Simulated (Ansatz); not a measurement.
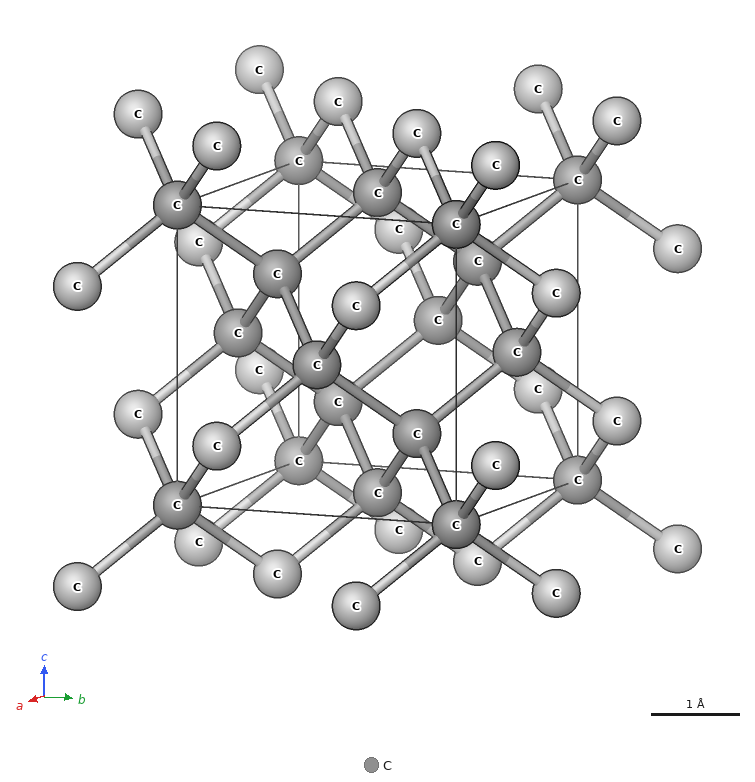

Fig. 1: The structure as given in the input (ball-and-stick view of the cell 4 times as large as that of the calculation, set on its symmetry axes, seen slightly off an axis; neighbours outside the cell are drawn fainter). An atom can appear more than once, as a periodic image. Near neighbours in the periodic cell (some may lie outside the picture): C has 4 C at 1.51 Å.

Single-point calculation, with input and output: C

- system: C (Fd-3m, 2 atoms in the cell)
- method: DFT r2SCAN, scalar-relativistic, plane waves, PAW, no spin polarisation (Ansatz 0.2.0)

The structure derives from an entry of the Crystallography Open Database. It belongs to a series of runs on one base structure; here: volume × 0.94.

What the program printed:
```
Engine: ansatz 0.2.0, x86_64-unknown-linux-gnu
Pseudopotentials: kind: paw
Pseudopotential: C, paw, valence charge 4, recommended cutoff 500 eV (meta_gga), C.paw.azcp
Functional definition: r2SCAN
  parameter k0 = 0.174
  parameter k1 = 0.065
  parameter a1 = 4.9479
  exchange = r2scan_x(k0 = k0, k1 = k1, a1 = a1)
  correlation = r2scan_c
Crystal: 2 atoms, lattice volume = 10.605 Å³
Basis set: ecut = 500 eV, 283 PW (Γ), exchange–correlation on 72×72×72 points (64 copies of the dense FFT grid, shifted against one another)
Bands: 8, of which v1, the nominal top of the filled ones, is band 4 counted from 1 (3 counted from 0)
Symmetry: 48 space group operations
Space group: Fd-3m (ITA 227), of the structure as read, at distance tolerance 2.2e-5 Å
k-points: 72 of 1728
Non-local potential: C, projectors of the file, l = 0: 2, l = 1: 2, l = 2: 1
PAW form: soft (Blöchl's): semilocal exchange-correlation on the pseudo side does not see the compensation charge
PAW frozen core: C, regenerated for the run's functional (the file was generated under x = pbe(κ = 0.804, μ = 0.2195149727645171), c = pbe(β = 0.06672455060314922))
PAW one-centre angular grid: C, 302 points (default); XC on 239 of its mesh's 2573 points in the sphere
Initial density: superposition of atomic densities (neutral atoms: chi_scale 0, normalization atom), corrected by the library's trained network
Initial wavefunctions: pseudopotential atomic-orbital guess
Functional: x = r2scan, c = r2scan; τ floored in thin density (d = 2e-4 eV/Å³)
SCF iter   1: F=—  HF=-502.986918 eV  |F-HF|=—  |Δ(HF+E_count)|=         —  Δρ=9.46e-3  dr2=2.90e-3  dr2_τ=4.63e-1  ethr=1.77e-3  ⟨swp⟩=5.6  Hψ=4109  notcnv=0
preconditioner: auto → none  [insulator: Δε(μ)=4.465 eV  Ē_g=21.822 eV  σ=0.020 eV  W_gap=1.00  n_scr=0 (ndim 8)  ℏωp=32.3 eV  f_vac=0.000  D(μ)=0.00/eV (n_scr^D=0)  ε∞_Penn≈3.2]
SCF iter   2: F=—  HF=-503.048590 eV  |F-HF|=—  |Δ(HF+E_count)|=   6.17e-2  Δρ=5.91e-3  dr2=1.05e-3  dr2_τ=7.03e-5  ethr=3.62e-5  ⟨swp⟩=2.8  Hψ=1863  notcnv=0
SCF iter   3: F=—  HF=-503.048636 eV  |F-HF|=—  |Δ(HF+E_count)|=   4.52e-5  Δρ=1.38e-3  dr2=6.03e-5  dr2_τ=1.30e-5  ethr=1.31e-5  ⟨swp⟩=3.0  Hψ=1115  notcnv=0
SCF iter   4: F=—  HF=-503.048653 eV  |F-HF|=—  |Δ(HF+E_count)|=   1.70e-5  Δρ=2.03e-4  dr2=1.22e-6  dr2_τ=1.01e-7  ethr=7.54e-7  ⟨swp⟩=1.9  Hψ=799  notcnv=0
iter 5 did not close the SCF: its close was put off for the readings that it lacked (scf_convergence_deferred on its scf_iter line)
SCF iter   5: F=-503.048654 eV  HF=-503.048654 eV  |F-HF|=2.45e-8  |Δ(HF+E_count)|=   1.07e-6  Δρ=3.78e-5  dr2=4.50e-8  dr2_τ=5.65e-9  ethr=1.53e-8  ⟨swp⟩=2.0  Hψ=863  notcnv=0
SCF iter   6: F=-503.048654 eV  HF=-503.048654 eV  |F-HF|=3.05e-11  |Δ(HF+E_count)|=   2.77e-8  Δρ=1.04e-6  dr2=2.71e-11  dr2_τ=5.70e-12  ethr=5.62e-10  ⟨swp⟩=5.1  Hψ=2794  notcnv=0
SCF 1 converged in 6 iterations: F = -503.048654 eV  dr2 = 2.71e-11
  greatest PAW one-centre occupation: 0.670 electrons in one spin orbital (limit 2), on the C atom at site 1 (counted from 0), in its partial waves of l = 0
```

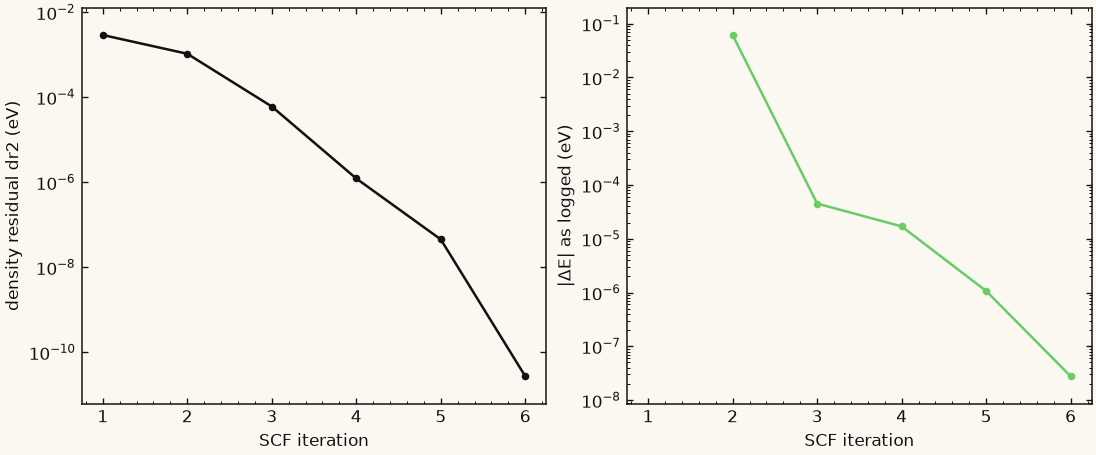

Fig. 2: Convergence of the self-consistent field: density residual dr2 and size of the energy change against the SCF iteration. The residual falls at every step.

```
SCF converged after 6 iterations
Free energy (F): -503.048654 eV
Harris-Foulkes:  -503.048654 eV  (|F-HF|=3.05e-11)
Internal energy: -503.048654 eV  (E = F + TS)
E sigma→0 (E₀):  -503.048654 eV
Fermi energy:    16.806399 eV
--- Per-component energies (eV) ---
  E_band       = 36.761765
  E_kinetic    = 189.013006
  E_local      = -116.385236  (includes V_loc(G=0)·N_el)
  E_nonlocal   = 53.419902
  E_hartree    = 25.796942
  E_xc         = -97.127406
  E_vxc        = -134.288835  (∫ρ·V_xc dr)
  E_paw        = -201.859522  (= ΣΔE_a)
  E_vpaw       = -13.669199  (= ΣTr[D̂ρ^β])
  E_aug_tail   = 0.000009  (compensation charges beyond the density's cutoff)
  E_vtau       = 7.078258  (kinetic-family band-sum trace: ∫τ·v_τ [+ j·A + Jᵃ·Aᵃ] dr)
  E_ewald      = -355.856801
  E_core_change = -0.049547  (= ΣΔE_core)
  E_smearing   = -0.000000  (= −TS)
  E_closure    = -0.000000  (closes the sum)
  Σ components = -503.048654   (vs F -503.048654, Δ=0.00e0)
--- Forces (eV/Å), atoms counted from 1 ---
  atom   1  C     -0.00000000    -0.00000000     0.00000000
  atom   2  C     -0.00000000    -0.00000000    -0.00000000
  max |Σ_I F_I| component: 9.25e-17 eV/Å
--- Stress (GPa, compression-positive) ---
       31.215583       0.000000       0.000000
        0.000000      31.215583       0.000000
       -0.000000      -0.000000      31.215583
  P = ⅓ Tr σ = 31.2156 GPa (312.156 kbar)
--- Band table (eV; the first three rows and the last of 72) ---
  k-point 0: bands = ["-9.0857", "14.5380", "14.5380", "14.5380", "20.6093", "20.6093", "20.6093", "29.9514"]
  k-point 1: bands = ["-8.8756", "13.1565", "14.1690", "14.1690", "21.0934", "21.0934", "21.4555", "30.1040"]
  k-point 2: bands = ["-8.2479", "10.3412", "13.3748", "13.3748", "22.1346", "22.1346", "22.7603", "30.5332"]
  k-point 71: bands = ["1.3527", "1.3527", "5.2270", "5.2270", "26.1317", "26.1317", "28.3712", "28.3712"]
```

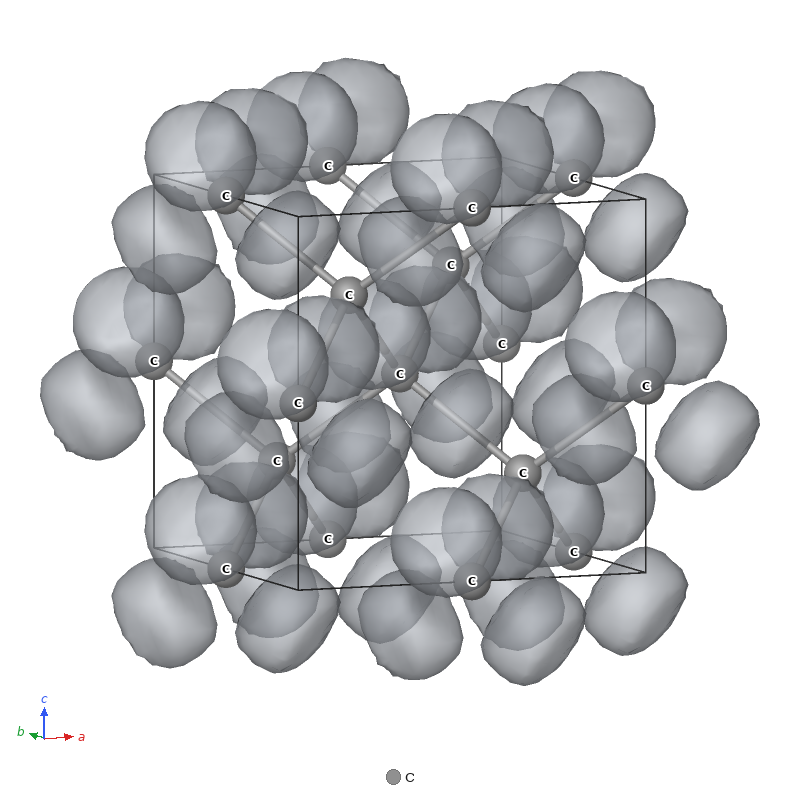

Fig. 3: Isosurface of the electron localisation function at 0.7 (grey), seen slightly off an axis. Only the valence region is drawn (cores and ρ < 0.01 e/Å³ removed). Sticks mark near contacts. The outline is the cell set on symmetry axes. Core electrons are frozen (PAW), so the fields are smoothed inside the atomic spheres.

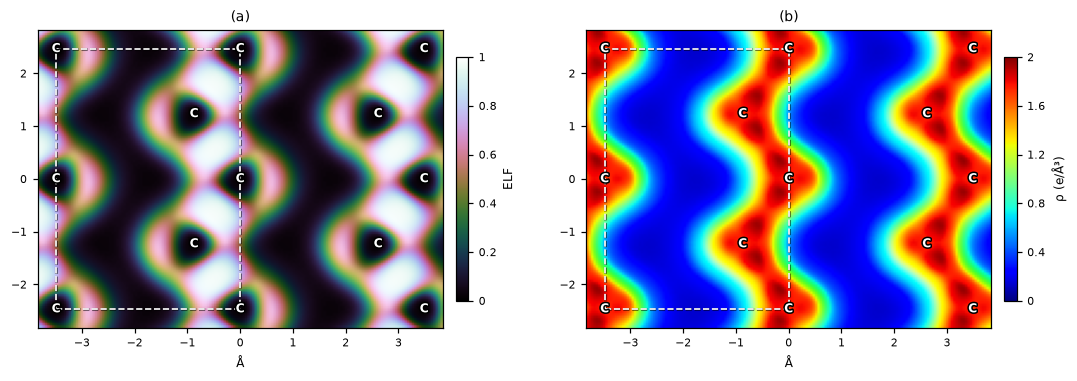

Fig. 4: (a) ELF; (b) valence charge density (pseudo) on the (101) plane of the conventional cell. The section cuts through C sites. C–C (1.51 Å): ρ is about 1.8 e/Å³ halfway; the ELF peaks at about 0.95 between the atoms, which marks localised, shared-pair bonding. Away from the nuclei the density in this plane falls to 0.1 e/Å³ at its lowest.

This output came from the following input.

Input file:
```yaml
crystal:
  lattice:
    - [0.0, 1.743802157, 1.743802157]
    - [1.743802157, 0.0, 1.743802157]
    - [1.743802157, 1.743802157, 0.0]
  atoms:
    - { symbol: C, position: [0.0, 0.0, 0.0] }
    - { symbol: C, position: [0.25, 0.25, 0.25] }
basis:
  ecutwfc: 500
kpoints:
  mp_grid: { grid: [12, 12, 12] }
hamiltonian:
  xc: r2scan
scf:
  occupations: { method: gaussian, width: 0.02 }
output:
  forces: true
  stress: true
  eigenvalues: true
  write_density: true
  write_potential: true
  elf: true
  volumetric_format: npy
```

Command:
```bash
ansatz run input.yaml --threads 1 --pin off --max-ram 2560MiB --backend cpu --events-out ev --progress --plain --runs-dir out
```

Key numbers:

| quantity | value |
| --- | --- |
| outcome | converged |
| space group (tolerance 0.01 Å) | Fd-3m (227) |
| electrons treated | 8 |
| free energy | −503.0487 eV |
| Fermi energy | 16.806 eV |
| gap on the k-point mesh | 4.54 eV |
| pressure | 31.22 GPa |
| largest force (length of the vector) | under 0.001 eV/Å |
| hardware | 1 thread of Intel Xeon @ 2.50GHz (Skylake/Cascade Lake), 189 GiB of memory available, shared host |
| wall time | 3.4 s |
| peak memory | 0.3 GiB |

Remarks:

The cell is under a pressure of 31 GPa at this level, so it is not at its equilibrium volume.
